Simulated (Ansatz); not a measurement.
System: Cr.

```
CELL_PARAMETERS angstrom
3.86794 0.00000 0.00167
-1.93397 3.34973 -0.00167
0.00111 -0.00064 2.57421
ATOMIC_POSITIONS crystal
Cr 0.00000 0.00000 0.00000
Cr 0.66667 0.33333 0.33333
Cr 0.33333 0.66667 0.66667
```

Space group R-3m; a structure from a database of computed crystals, not necessarily the ambient phase; changed on purpose from its base cell (band edges of the strained film's bulk); computed pressure about 12 GPa in this cell; computed without spin polarisation.

Computed with Ansatz 0.2.0, DFT PBE, scalar-relativistic, plane waves, PAW.

> What can the converged valence pseudo-density and electron localisation function tell about the bonding?

Cr–Cr (2.57 Å): ρ is about 0.33 e/Å³ halfway; the ELF is about 0.30 at the midpoint; no localised pair shows between them.

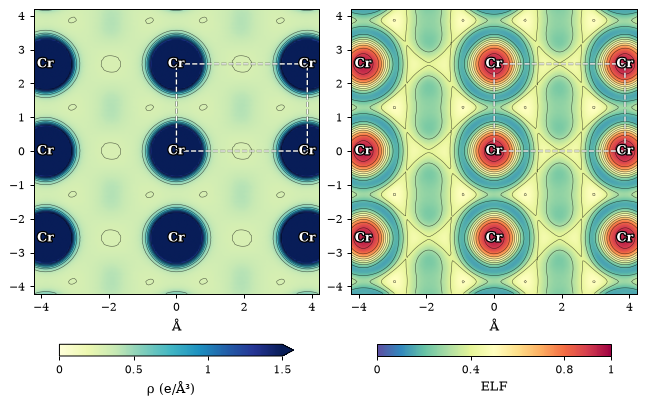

Computed valence pseudo-density and electron localisation function on the (100) plane of the conventional cell, in this order. 

The density is the valence pseudo-density of a PAW calculation; it isn't the true density close to the nuclei.
